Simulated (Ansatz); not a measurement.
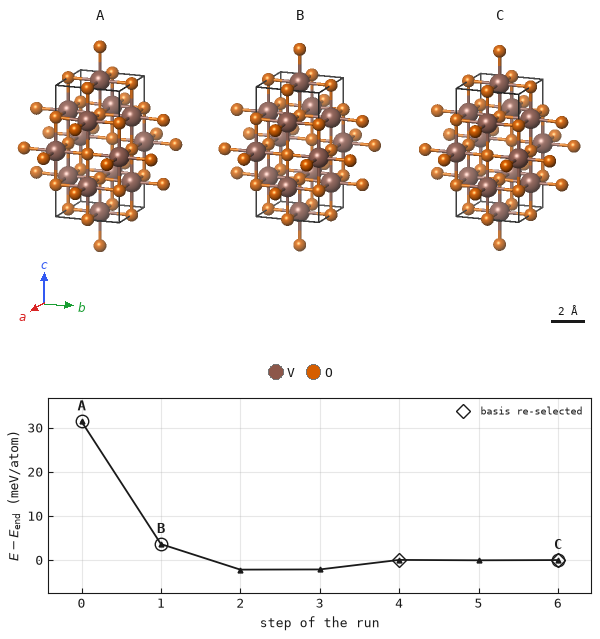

Frames of a relaxation of a crystal of V$_{3}$O$_{4}$ (set up in I4/mmm) (coarse preliminary run), marked on the history of the run. The picture is a ball-and-stick view of the conventional cell (2 times the calculation's cell), seen slightly off an axis. Lengths and directions refer to the drawn axes.

Case: 2 of 2 Li taken out, relaxed.

Method: Ansatz 0.2.0, DFT PBE+D3(BJ), scalar-relativistic, plane waves, PAW. (plane-wave cutoff 420 eV; k-point mesh 6 × 6 × 6; occupations gaussian; smearing width 0.1 eV; collinear spin; cell and atoms relaxed; force threshold 0.0325 eV/Å; at most 70 steps)

Question: Describe the path.

Answer: Over 4 accepted moves (6 points after the start) the energy falls by 31.4 meV per atom. The largest force component goes from 0.65 to 0.0004 eV/Å. Pressure: −13.82 GPa at the start and −0.01 GPa at the end. The SCF was repeated twice at an unchanged geometry on a basis and grid sized afresh for the cell, which shifted the energy by 2.2 meV per atom at most. The largest moves relative to the cell, 0.011 Å, are those of O atoms. V stays in place. Cell: a = b 4.131 → 4.051 Å (−1.9 %), c 8.219 → 7.996 Å (−2.7 %). Volume −6.5 %. Near-neighbour distances that change, for instance: O–V 2.109 → 2.041 Å, V–V 2.914 → 2.846 Å, V–V 2.921 → 2.864 Å, O–V 2.055 → 1.999 Å. The space group stays I4/mmm (No. 139). The run took 65 s on 2 threads of Arm Neoverse V1 (shared host), peak memory 0.48 GiB. From step 0 to 1: volume −3.9 %, energy −27.8 meV per atom. From step 1 to 6: volume −2.6 %, energy −3.6 meV per atom.

| step | E − E(0), meV/atom | largest force component, eV/Å | pressure, GPa | volume, Å³/atom | note |
| --- | --- | --- | --- | --- | --- |
| 0 | 0.00 | 0.6512 | -13.82 | 10.019 |  |
| 1 | -27.80 | 0.2689 | -5.70 | 9.625 |  |
| 2 | -33.59 | 0.0371 | 0.77 | 9.364 |  |
| 3 | -33.55 | 0.0203 | 0.02 | 9.387 |  |
| 4 | -31.39 | 0.0208 | -0.38 | 9.387 | same geometry, new basis |
| 5 | -31.48 | 0.0004 | 0.00 | 9.373 |  |
| 6 | -31.43 | 0.0004 | -0.01 | 9.373 | same geometry, new basis |
